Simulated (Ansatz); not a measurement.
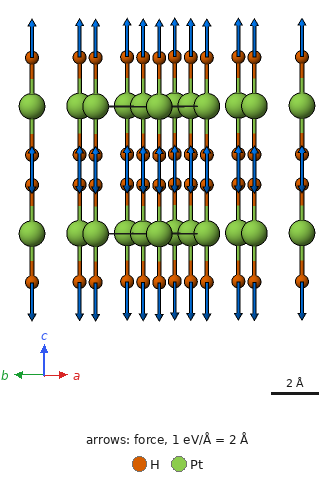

Starting geometry of solid H2Pt (a generated structure, set up in P6/mmm) (coarse preliminary run) with the computed forces as blue arrows. The picture is a ball-and-stick view of the cell of the calculation, repeated 3 × 2 × 1 with one cell outlined, seen from a free direction.

The calculation used DFT PBE, scalar-relativistic, plane waves, PAW in Ansatz.

Input file:
```yaml
crystal:
  lattice:
    - [2.84988545, 0.0, 0.0]
    - [-1.42494273, 2.4680732, 0.0]
    - [0.0, 0.0, 5.48306057]
  atoms:
    - { symbol: H, position: [0.0, 0.0, 0.38184973] }
    - { symbol: H, position: [0.0, 0.0, 0.61815027] }
    - { symbol: Pt, position: [0.0, 0.0, 0.0] }
basis:
  ecutwfc: 420
kpoints:
  mp_grid: { grid: [9, 9, 4] }
hamiltonian:
  xc: pbe
scf:
  occupations: { method: gaussian, width: 0.1 }
  lower_state_search: "off"
output:
  forces: true
  stress: true
  eigenvalues: true
relax:
  adjacent_minimum: "off"
  f_tol: 0.04
  max_steps: 70
  cell: { stress_tol: 0.4 }
```

Launched with:
```bash
ansatz run input.yaml --threads 1 --pin off --max-ram 2048MiB --backend cpu --events-out ev --progress --plain --runs-dir out
```

Question: What follows when this structure is relaxed?

Answer: It isn't relaxed: the largest force vector, on H atoms, is 0.85 eV/Å. The atoms end up moving mostly along the starting forces (cosine between the two patterns 1.00). Over 7 accepted moves (8 points after the start) the energy falls by 462 meV per atom. Largest force component: 0.85 eV/Å at the start, 0.0063 eV/Å at the end. Pressure: −21.38 GPa at the start and −0.04 GPa at the end. At 1 point the geometry stayed and the basis and grid were re-selected for the new cell (energy shift of 1.9 meV per atom at most each time). The largest moves relative to the cell, 0.070 Å, are those of H1 and H2. H1 goes along +c. Pt stays in place. The drawn cell changes as follows: a = b 2.850 → 2.704 Å (−5.1 %), c 5.483 → 4.479 Å (−18.3 %); the volume changes by −26.5 %. Near-neighbour distances that change, for instance: H1–H2 1.296 → 0.918 Å, H1–Pt3 2.094 → 1.780 Å, Pt3–Pt3 2.850 → 2.704 Å. The space group stays P6/mmm (No. 191).
